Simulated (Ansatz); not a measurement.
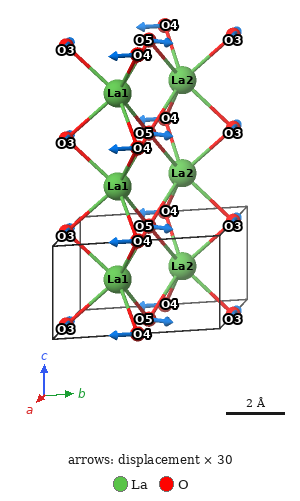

This is a relaxation of solid La$_{2}$O$_{3}$ (set up in P-62m). The starting structure is drawn; blue arrows show the displacements (the part carried along by the change of the cell is left out), 30 times their true length.

The picture is a ball-and-stick view of the cell of the calculation, repeated 1 × 1 × 3 with one cell outlined, seen from a free direction.

The run lets cell and atoms move.

The calculation used Kohn-Sham DFT of a periodic cell, PBEsol, Ansatz PAW in Ansatz.

Input
```yaml
crystal:
  lattice:
    - [6.2667802772, 0.0, 0.0]
    - [-3.1333901386, 5.42719092, 0.0]
    - [0.0, 0.0, 3.299766]
  atoms:
    - { symbol: La, position: [0.6666666667, 0.3333333333, 0.5] }
    - { symbol: La, position: [0.3333333333, 0.6666666667, 0.5] }
    - { symbol: O, position: [0.50801399, 0.0, 0.0] }
    - { symbol: O, position: [0.0, 0.50801399, 0.0] }
    - { symbol: O, position: [0.49198601, 0.49198601, 0.0] }
hamiltonian:
  xc: pbesol
  pseudopotentials: { kind: paw }
kpoints:
  mp_grid: { grid: [4, 4, 6] }
scf:
  occupations: { method: fermi_dirac, width: 0.05 }
output:
  forces: true
  stress: true
  eigenvalues: true
relax:
  f_tol: 0.01
  max_steps: 40
  cell: { stress_tol: 0.05, p_target: 10.0 }
```

Command:
```bash
ansatz run input.yaml --threads 2 --pin off --max-ram 5632MiB --backend cpu --events-out ev --progress --plain --runs-dir out
```

Q: Atoms of which element are displaced furthest, and by how much?

A: Oxygen: up to 0.037 Å, against 0.000 Å for lanthanum.

Q: What happened in the run?

A: The energy rises by 53.9 meV per atom in 5 accepted moves (7 points after the start). With the target pressure of 10 GPa, the enthalpy E + pV changes by −75.9 meV per atom. Largest force component: 0.061 eV/Å at the start, 0.00086 eV/Å at the end. Pressure: −1.06 GPa at the start and 9.99 GPa at the end. At 2 points the geometry stayed and the basis and grid were re-selected for the new cell (energy shift of 2.7 meV per atom at most each time). The largest moves relative to the cell, 0.037 Å, are those of O3, O4 and O5. O3 goes along −a. La stays in place. Cell: a = b 6.267 → 6.043 Å (−3.6 %), c 3.300 → 3.220 Å (−2.4 %). Volume −9.3 %. Near-neighbour distances that change, for instance: La1–La2 3.618 → 3.489 Å, La1–La1 3.300 → 3.220 Å, La1–O3 2.449 → 2.374 Å. The space group stays P-62m (No. 189). Cost: 26 s on 2 threads of Intel(R) Xeon(R) Processor @ 2.70GHz, with other jobs on the host, peak memory 0.41 GiB.
